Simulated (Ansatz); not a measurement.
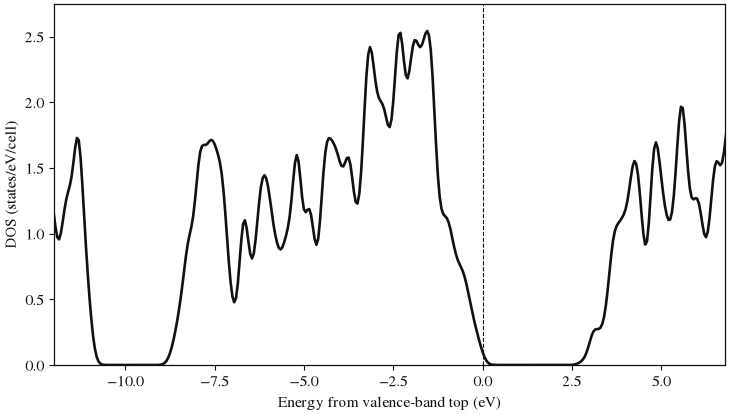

Density of states. Energies are counted from the top of the valence band. The curve is built from the levels of the k mesh with Gaussians 0.3 eV wide, which also blur the band edges.

This input was run:

```
crystal:
  lattice:
    - [3.136863364, 0.0, 0.0]
    - [-1.568431682, 2.7166033614, 0.0]
    - [0.0, 0.0, 5.0321377631]
  atoms:
    - { symbol: Si, position: [0.3333333333, 0.6666666667, -0.0014138072] }
    - { symbol: Si, position: [0.6666666667, 0.3333333333, 0.4985861928] }
    - { symbol: C, position: [0.3333333333, 0.6666666667, 0.3764138072] }
    - { symbol: C, position: [0.6666666667, 0.3333333333, 0.8764138072] }
kpoints:
  mp_grid: { grid: [12, 12, 6] }
  band_path:
    path:
      - [0.0, 0.0, 0.0]
      - [0.5, 0.0, 0.0]
      - [0.3333333333, 0.3333333333, 0.0]
      - [0.0, 0.0, 0.5]
      - [0.5, 0.0, 0.5]
      - [0.3333333333, 0.3333333333, 0.5]
    npoints: 1
hamiltonian:
  xc: r2scan
scf:
  occupations: { method: fixed }
  n_extra_bands: 5
output:
  forces: true
  stress: true
  eigenvalues: true
  write_density: true
  write_potential: true
  elf: true
  volumetric_format: npy
```

Launched with:
```bash
ansatz run input.yaml --threads 2 --pin off --max-ram 20275MiB --backend cpu --events-out ev --progress --plain --runs-dir out
```

**Metal or insulator, going by the density of states?**

There is a gap; over the k points computed it is 2.78 eV (indirect; the smallest direct gap is 4.19 eV).

**How wide is the upper valence band?**

The upper group of valence states starts about 8.7 eV under the valence-band top, with a gap beneath it; it holds about 12 electrons a cell.

The cell is at −8 GPa in this functional.
